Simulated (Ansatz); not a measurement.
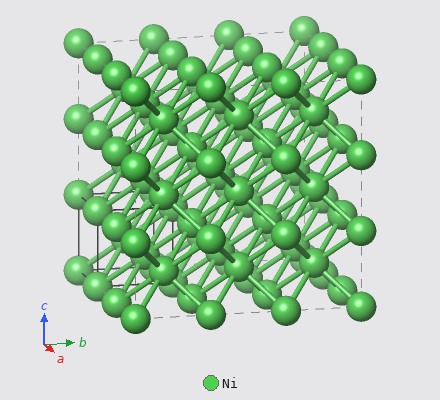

The structure; the drawing may span several cells.

Structure (in its standard cell), the input geometry of an electronic-structure calculation (not necessarily at equilibrium); the starting structure was generated, so it need not be a known form of this composition:

```
Ni
1.0
     2.79383    0.00000    0.00000
     0.00000    2.79383    0.00000
     0.00000    0.00000    2.79383
Ni
2
Direct
  0.00000 0.00000 0.00000
  0.50000 0.50000 0.50000
```

**Predict the [001] zone-axis pattern (100 kV, kinematic, B = 0.3 Å²).**

The spots form a square net with both shortest vectors at d = 1.98 Å, 90.0° apart. They are 1 -1 0 and 1 1 0. The pattern has symmetry 4mm. The lattice centring (I) removes all reflections that break h + k + l = 2n.

Strongest reflections with d > 0.80 Å, one of each family (|F|² from tabulated Gaussian fits of the electron scattering factors, times a small damping for the curvature of the Ewald sphere):

| hkl | d (Å) | I (strongest = 100) |
| --- | --- | --- |
| 1 1 0 | 1.976 | 100 |
| 2 0 0 | 1.397 | 50 |
| 2 2 0 | 0.988 | 21 |
| 3 1 0 | 0.883 | 15 |

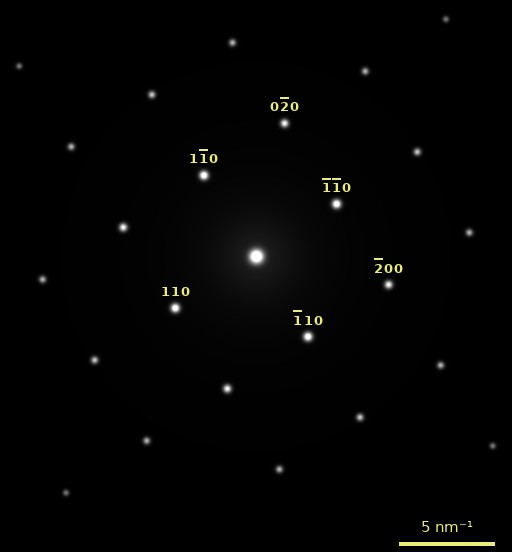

Calculated pattern, seen from the source side with [001] pointing towards the source.
